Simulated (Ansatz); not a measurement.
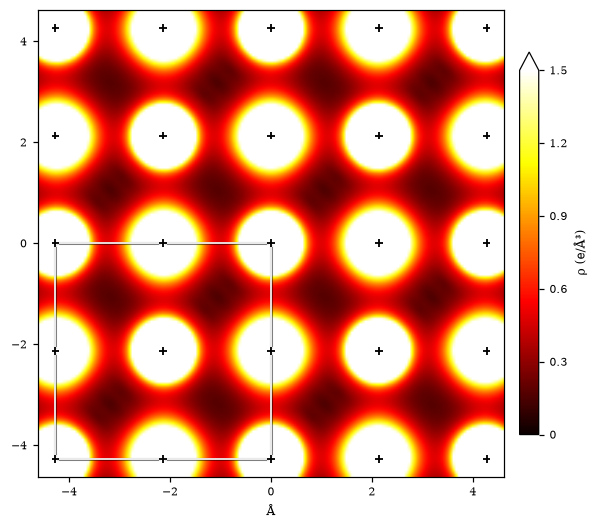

The valence electron density on a plane through atoms (crosses mark nuclei in the plane).

The calculation used Ansatz 0.2.0, Kohn-Sham DFT of a periodic cell, HSE06 form with a typed share of exact exchange, Ansatz PAW.

Candidates:
A. AlN, a = 4.07 Å, b = 4.07 Å, c = 4.07 Å, α = 90.00°, β = 90.00°, γ = 90.00°. Space group Fm-3m; a structure from a database of computed crystals, not necessarily the ambient phase; computed pressure about −12 GPa in this cell.
B. MoS$_{2}$, a = 3.16 Å, b = 3.16 Å, c = 18.45 Å, α = 90.00°, β = 90.00°, γ = 120.00°. Space group R3m.
C. GaN, a = 4.27 Å, b = 4.27 Å, c = 4.27 Å, α = 90.00°, β = 90.00°, γ = 90.00°. Space group Fm-3m; a structure from a database of computed crystals, not necessarily the ambient phase; computed pressure about −10 GPa in this cell.

> Which system is this?

Candidate C: GaN on the (100) plane of the conventional cell, which holds Ga and N. Ga–N (2.14 Å): ρ is about 0.5 e/Å³ halfway.
